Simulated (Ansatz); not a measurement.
System: SrCl$_{2}$, space group P-1, 3 atoms in the cell, 1T (CdI2) bulk type, shear (xy) strain +2.1%.

```cif
data_structure
_symmetry_space_group_name_H-M 'P-1'
_symmetry_Int_Tables_number 2
_cell_length_a 4.3663
_cell_length_b 4.4075
_cell_length_c 5.5961
_cell_angle_alpha 90.000
_cell_angle_beta 90.000
_cell_angle_gamma 119.073
_cell_volume 94.12
loop_
_atom_site_label
_atom_site_type_symbol
_atom_site_symmetry_multiplicity
_atom_site_Wyckoff_symbol
_atom_site_fract_x
_atom_site_fract_y
_atom_site_fract_z
_atom_site_occupancy
Sr1 Sr 1 a 0.00000 0.00000 0.00000 1
Cl1 Cl 2 i 0.33350 0.66351 0.75112 1
```

Method: DFT, PBE, plane waves, PAW, no spin polarisation, 6×6×6 k mesh, 420 eV cutoff (Ansatz).

What will the density of states look like?

There is a gap; over the k points computed it is 5.16 eV (direct among those points). The upper group of valence states starts about 2.1 eV under the valence-band top (which lies at −2.6 eV on this axis), with a gap beneath it; it holds about 12 electrons a cell.

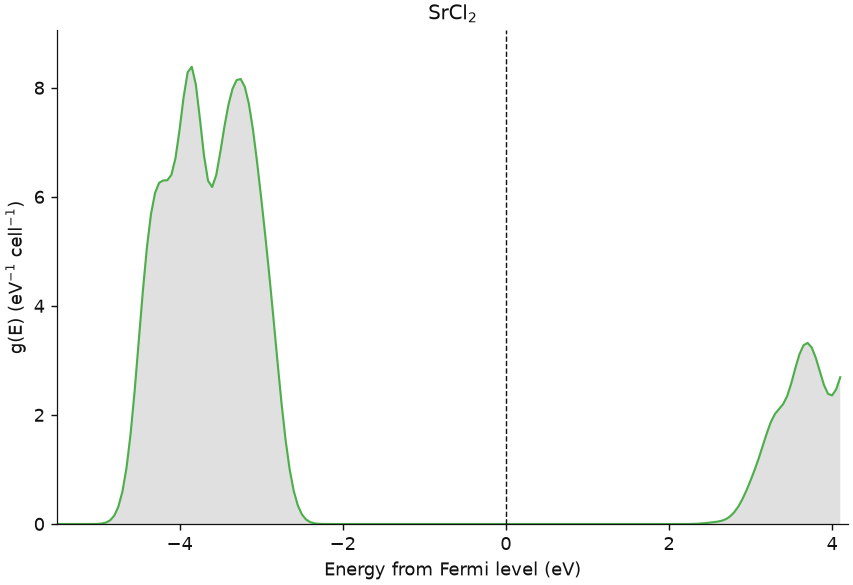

Density of states. Energies are counted from the Fermi level. The curve is built from the levels of the k mesh with Gaussians 0.3 eV wide, which also blur the band edges.
